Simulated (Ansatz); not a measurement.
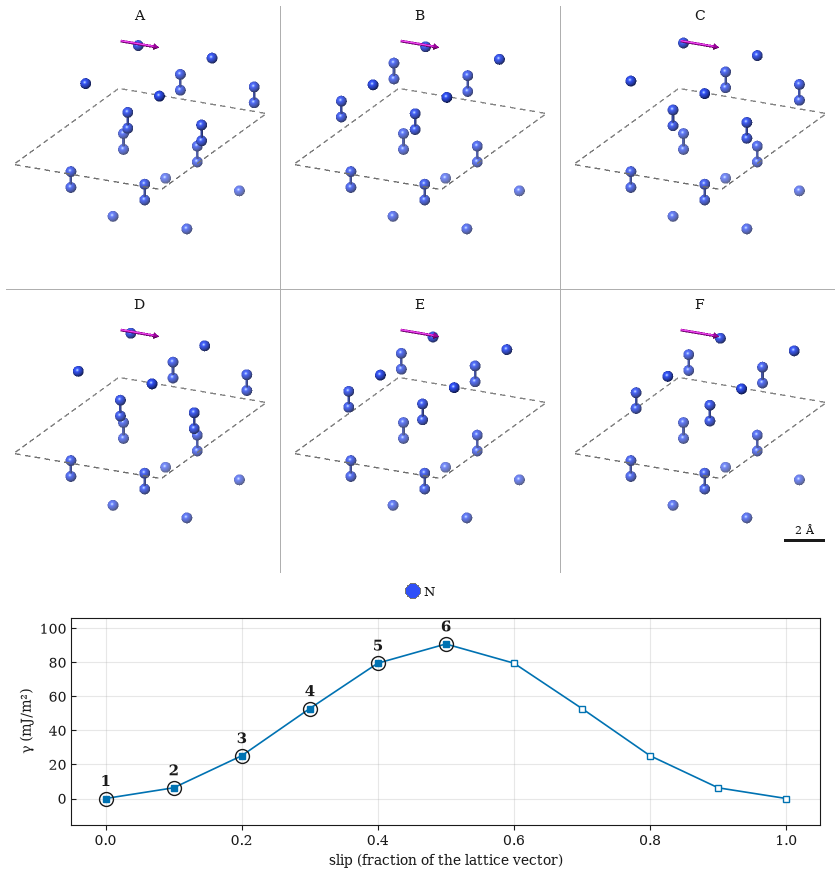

A scan of crystalline N (P6_3/mmc): the crystal above a cut along the (0 0 1) plane of the conventional cell (between a plane of N below and one of N above, 2.60 Å apart) is slid rigidly by fractions of an in-plane lattice vector 3.82 Å long (a generalised stacking fault). One cut stands in each cell, which starts 14.8 Å high; nothing is relaxed, and the dashed outline marks the cut, the arrow on top the direction of slip. The frames are shuffled; the numbered points of the plot belong to them. Hollow markers are points alike by symmetry, not computed again. A ball-and-stick model of the layers on both sides of the cut, seen obliquely from above.

Computed with DFT PBE+D3(BJ), scalar-relativistic, plane waves, PAW (Ansatz 0.2.0). Settings: plane-wave cutoff 420 eV; k-point mesh 7 × 7 × 2; occupations gaussian; smearing width 0.05 eV; no spin polarisation. Energies (free energies at the smearing named) are counted from the relaxed crystal.

Question: Match the frames to the points.

Answer: Point 1 is frame C (the slip 0.00, 0.0 mJ/m²); 2 is frame D (the slip 0.10, 6.3 mJ/m²); 3 is frame A (the slip 0.20, 25.1 mJ/m²); 4 is frame B (the slip 0.30, 52.9 mJ/m²); 5 is frame E (the slip 0.40, 79.6 mJ/m²); 6 is frame F (the slip 0.50, 90.9 mJ/m²). The curve starts and ends at zero, since a full lattice vector restores the crystal. Its highest computed point is 90.9 mJ/m² at slip 0.50, which the unstable stacking-fault energy of this rigid path equals or slightly exceeds. No local minimum shows among the points, so there is no metastable fault on this line. The path is symmetric about half-way. Relaxation across the fault would lower the values.
